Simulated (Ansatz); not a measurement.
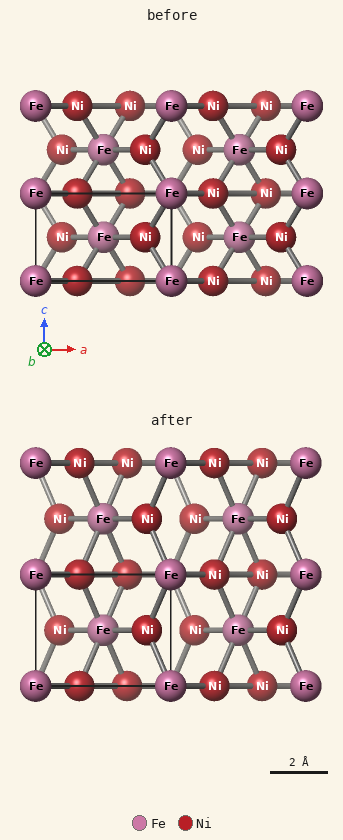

The structure of a crystal of FeNi2 (built on the rutile_136 type) (coarse preliminary run) before (top) and after (bottom) a relaxation, at one scale.

Style: ball-and-stick. Shown: the cell of the calculation, repeated 2 × 1 × 2 with one cell outlined, along the b axis.

Case: rutile type (P4_2/mnm, No. 136).

Computed with DFT PBE, scalar-relativistic, plane waves, PAW in Ansatz.

The input:
```yaml
crystal:
  lattice:
    - [4.8285537237, 0.0, 0.0]
    - [0.0, 4.8285537237, 0.0]
    - [0.0, 0.0, 3.1100762883]
  atoms:
    - { symbol: Fe, position: [0.0, 0.0, 0.0], spin: 1.87 }
    - { symbol: Fe, position: [0.5, 0.5, 0.5], spin: 1.87 }
    - { symbol: Ni, position: [0.306, 0.306, 0.0], spin: 0.64 }
    - { symbol: Ni, position: [0.194, 0.806, 0.5], spin: 0.64 }
    - { symbol: Ni, position: [0.694, 0.694, 0.0], spin: 0.64 }
    - { symbol: Ni, position: [0.806, 0.194, 0.5], spin: 0.64 }
basis:
  ecutwfc: 420
kpoints:
  mp_grid: { grid: [4, 4, 6] }
hamiltonian:
  xc: pbe
scf:
  occupations: { method: gaussian, width: 0.1 }
  lower_state_search: "off"
output:
  forces: true
  stress: true
  eigenvalues: true
  populations: true
magnetization:
  spin_polarized: true
relax:
  adjacent_minimum: "off"
  f_tol: 0.04
  max_steps: 70
  cell: { stress_tol: 0.4 }
```

Launched with:
```bash
ansatz run input.yaml --threads 1 --pin off --max-ram 2560MiB --backend cpu --events-out ev --progress --plain --runs-dir out
```

### What changed between the two?

After 10 accepted moves (12 points after the start) the energy has fallen by 491 meV per atom. Largest force component: 1.2 eV/Å at the start, 0.014 eV/Å at the end. The pressure goes from 44.41 to 0.15 GPa. At 2 points the geometry stayed and the basis and grid were re-selected for the new cell (energy shift of 34.7 meV per atom at most each time). The largest moves relative to the cell, 0.12 Å, are those of Ni3, Ni4, Ni5 and Ni6. Ni4 goes along [−1 1 0]. Fe stays in place. The drawn cell changes as follows: a = b 4.829 → 4.800 Å (−0.6 %), c 3.110 → 3.962 Å (+27.4 %); the volume changes by +25.9 %. Among the contacts that change: Fe1–Ni4 2.043 → 2.315 Å, Ni3–Ni5 2.649 → 2.396 Å, Fe1–Ni3 2.090 → 2.196 Å. Among the angles between lasting bonds that change: Ni4–Fe1–Ni6 80.9° → 62.3°, Ni4–Fe1–Ni4 99.1° → 117.7°, Fe2–Ni3–Fe2 99.1° → 117.7°. The space group stays P4_2/mnm (No. 136). The run took 5 min on 1 thread of Arm Neoverse V2 (shared host), peak memory 0.54 GiB.
